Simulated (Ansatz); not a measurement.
```
CELL_PARAMETERS angstrom
2.86994 0.00000 0.00000
-1.43497 2.48544 0.00000
0.00000 0.00000 6.96297
ATOMIC_POSITIONS crystal
Al 0.33333 0.66667 0.19557
Al 0.66667 0.33333 0.80443
O 0.00000 0.00000 0.00000
O 0.33333 0.66667 0.70706
O 0.66667 0.33333 0.29294
```

Space group P-3m1; started from the A-type La2O3 prototype, which need not be the ambient phase.

Computed with DFT, PBEsol, plane waves, PAW in Ansatz 0.2.0.

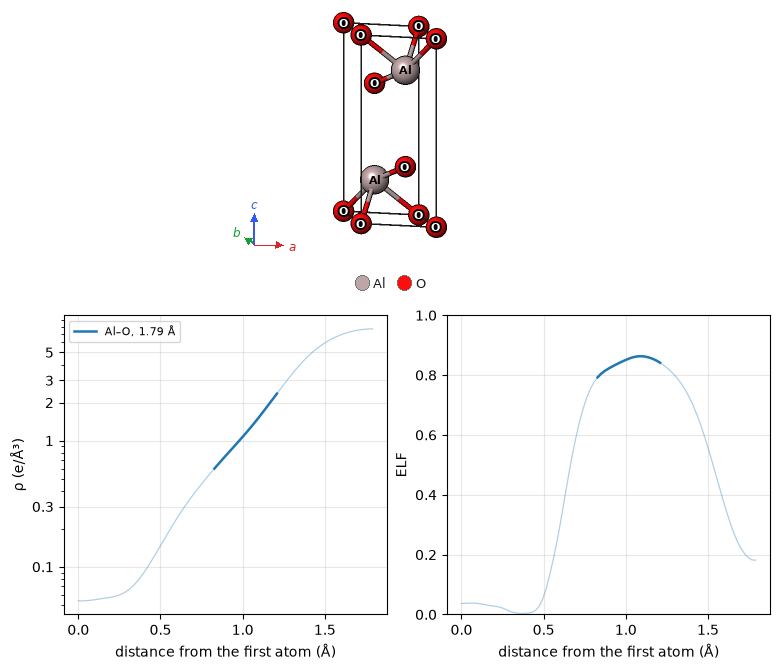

Al₂O₃. Valence charge density (pseudo) and electron localisation function along straight lines between neighbouring atoms. Thin, pale parts lie inside the atomic spheres. The structure is drawn too.

The density is the valence pseudo-density of a PAW calculation; it isn't the true density close to the nuclei.

> What can be read from the curves?

Al–O (1.79 Å): ρ is about 0.75 e/Å³ halfway; the ELF peaks at about 0.85 in the valence shell of O, 0.7 Å from its nucleus, and is about 0.80 at the midpoint.
